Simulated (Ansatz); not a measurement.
```
Ti Al
1.0
     2.82209    0.00000    0.00000
     0.00000    2.82209    0.00000
     0.00000    0.00000   12.08030
Ti Al
3 3
Direct
  0.00000 0.00000 0.75931
  0.00000 0.00000 0.08437
  0.00000 0.00000 0.42184
  0.50000 0.50000 0.92805
  0.50000 0.50000 0.25310
  0.50000 0.50000 0.59058
```

Space group P4mm; not relaxed (largest force 0.6 eV/Å); computed without spin polarisation.

The calculation used DFT PBE, scalar-relativistic, plane waves, PAW in Ansatz.

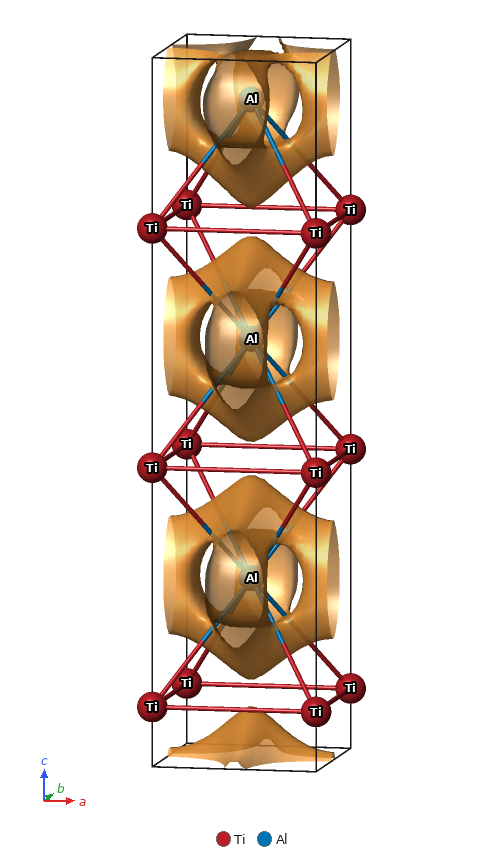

TiAl. Isosurface of the ELF at 0.6 (orange), seen slightly off an axis. Only the valence region is drawn (cores and ρ < 0.01 e/Å³ removed). Sticks mark near contacts.

In a PAW calculation such maps are meaningful between the atoms, not at the nuclei.

Q: What do the ELF domains correspond to?

A: At this value the surface marks out sheets that run through the cell in two directions, counted in one cell of 6 atoms. Any copies at cell faces, edges or corners count once. Profiles from the grid: Ti–Al (2.75 Å): the ELF is about 0.35 at the midpoint. Ti–Ti (2.82 Å): the ELF is about 0.30 at the midpoint.

Q: Does the calculation make it a metal, or give it a gap?

A: It is metallic or semimetallic at this level of theory: no gap opens.
